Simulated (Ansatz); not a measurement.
Consider Sn4HO8 (cell charge −1, with a compensating background) (cell with a defect).

The calculation's input:

```
crystal:
  lattice:
    - [0.0, 4.8271903452, -3.2381522545]
    - [0.0, -4.8271903452, -3.2381522545]
    - [-4.8271903452, 0.0, 3.2381522545]
  atoms:
    - { symbol: Sn, position: [0.25, 0.75, 0.5] }
    - { symbol: Sn, position: [0.75, 0.25, 0.5] }
    - { symbol: Sn, position: [0.0, 0.0, 0.0] }
    - { symbol: Sn, position: [0.5, 0.5, 0.0] }
    - { symbol: O, position: [0.5565765234, 0.75, 0.8065765234] }
    - { symbol: O, position: [0.0565765234, 0.25, 0.8065765234] }
    - { symbol: O, position: [0.9434234766, 0.75, 0.1934234766] }
    - { symbol: O, position: [0.4434234766, 0.25, 0.1934234766] }
    - { symbol: O, position: [0.5, 0.1934234766, 0.6934234766] }
    - { symbol: O, position: [0.0, 0.6934234766, 0.6934234766] }
    - { symbol: O, position: [0.5, 0.8065765234, 0.3065765234] }
    - { symbol: O, position: [0.0, 0.3065765234, 0.3065765234] }
    - { symbol: H, position: [0.1278295346, 0.6283918509, 0.0024493322] }
total_charge: -1
basis:
  ecutwfc: 420
  xc_grid: 2
kpoints:
  mp_grid: { grid: [3, 3, 3], shift: [0.0, 0.0, 0.0] }
hamiltonian:
  xc: pbe
scf:
  occupations: { method: gaussian, width: 0.02 }
output:
  forces: true
  stress: false
  eigenvalues: true
  write_density: true
  write_potential: true
  elf: true
  volumetric_format: npy
relax:
  adjacent_minimum: "off"
  f_tol: 0.02
  max_steps: 60
```

Command:

```sh
ansatz run input.yaml --threads 4 --pin off --max-ram 10240MiB --backend cpu --events-out ev --progress --plain --runs-dir out
```

The fields are those of the run's last geometry, not of the input's.

These are results of DFT PBE, scalar-relativistic, plane waves, PAW in Ansatz 0.2.0, not measurements.

What can the converged valence pseudo-density and electron localisation function tell about the bonding?

Sn–H (1.75 Å): ρ at the midpoint is about 0.98 e/Å³; the ELF climbs to about 1 towards the hydrogen.

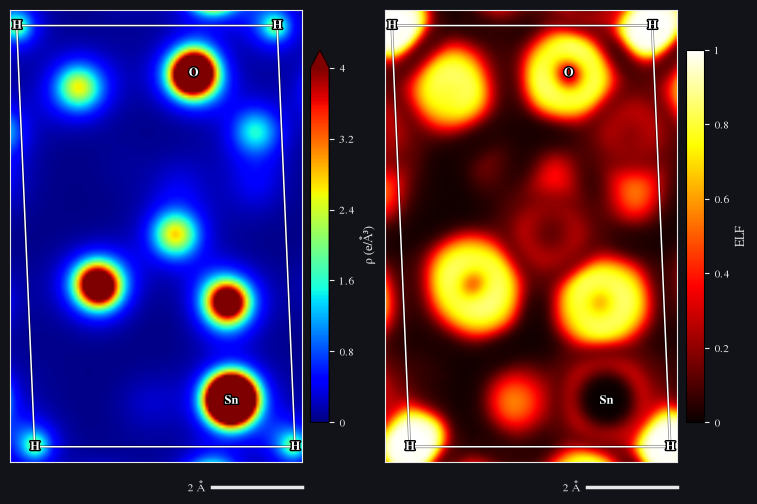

Computed valence pseudo-density and electron localisation function on the (011) plane of the calculation cell, in this order. Atoms just off the plane (Sn, 0.6 Å away and O, 0.3 Å away) can leave unmarked features too.

In a PAW calculation such maps are meaningful between the atoms, not at the nuclei.
